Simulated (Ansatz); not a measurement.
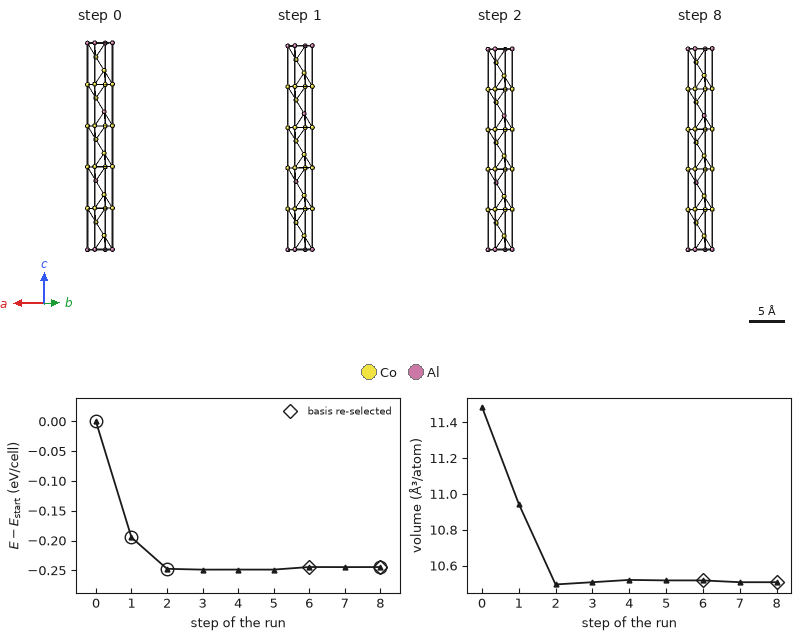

Frames of a relaxation of crystalline AlCo4 (set up in R-3m), marked on the history of the run. Style: ball-and-stick. Shown: the conventional cell (3 times the calculation's cell), from a free direction. Lengths and directions refer to the drawn axes.

The run lets cell and atoms move.

All numbers below come from Kohn-Sham DFT of a periodic cell, LDA, Ansatz PAW in Ansatz 0.2.0.

Input
```yaml
crystal:
  lattice:
    - [1.2893368271, 0.7443989642, 9.9743618604]
    - [-1.2893368271, 0.7443989642, 9.9743618604]
    - [0.0, -1.4887979284, 9.9743618604]
  atoms:
    - { symbol: Co, position: [0.401145, 0.401145, 0.401145], spin: 2.0 }
    - { symbol: Co, position: [0.799679, 0.799679, 0.799679], spin: 2.0 }
    - { symbol: Co, position: [0.200321, 0.200321, 0.200321], spin: 2.0 }
    - { symbol: Co, position: [0.598855, 0.598855, 0.598855], spin: 2.0 }
    - { symbol: Al, position: [0.0, 0.0, 0.0] }
hamiltonian:
  xc: lda
  pseudopotentials: { kind: paw }
magnetization:
  spin_polarized: true
kpoints:
  mp_grid: { grid: [12, 12, 12] }
scf:
  occupations: { method: fermi_dirac, width: 0.05 }
output:
  forces: true
  stress: true
  eigenvalues: true
relax:
  f_tol: 0.01
  max_steps: 40
  cell: { stress_tol: 0.05 }
```

Command:
```bash
ansatz run input.yaml --threads 2 --pin off --max-ram 5632MiB --backend cpu --events-out ev --progress --plain --runs-dir out
```

Describe the path.

The largest moves relative to the cell, 0.013 Å, are those of Co atoms. Al stays in place. Cell: a = b 2.579 → 2.501 Å (−3.0 %), c 29.923 → 29.088 Å (−2.8 %). Volume −8.5 %. Some distances before and after: Co–Co 2.505 → 2.415 Å, Al–Co 2.517 → 2.434 Å, Al–Al 2.579 → 2.501 Å, Co–Co 2.579 → 2.501 Å. The space group stays R-3m (No. 166). After 6 accepted moves (8 points after the start) the energy has fallen by 0.244 eV per cell of the calculation. Largest force component: 0.17 eV/Å at the start, 0.0016 eV/Å at the end. The pressure goes from −15.14 to 0.00 GPa. The SCF was repeated twice at an unchanged geometry on a basis and grid sized afresh for the cell, which shifted the energy by 4.3 meV per cell of the calculation at most. Cost: 4.5 min on 2 threads of AMD EPYC 7R13 Processor (Zen 3), with other jobs on the host, peak memory 1 GiB. From step 0 to 1: volume −4.7 %, energy −0.195 eV per cell of the calculation. From step 1 to 2: volume −4.1 %, energy −52.6 meV per cell of the calculation. From step 2 to 8: volume +0.1 %, energy +2.9 meV per cell of the calculation.

Limits of the set-up: only the magnetic order of this start and cell was tried (total moment 4.6 μB per cell).
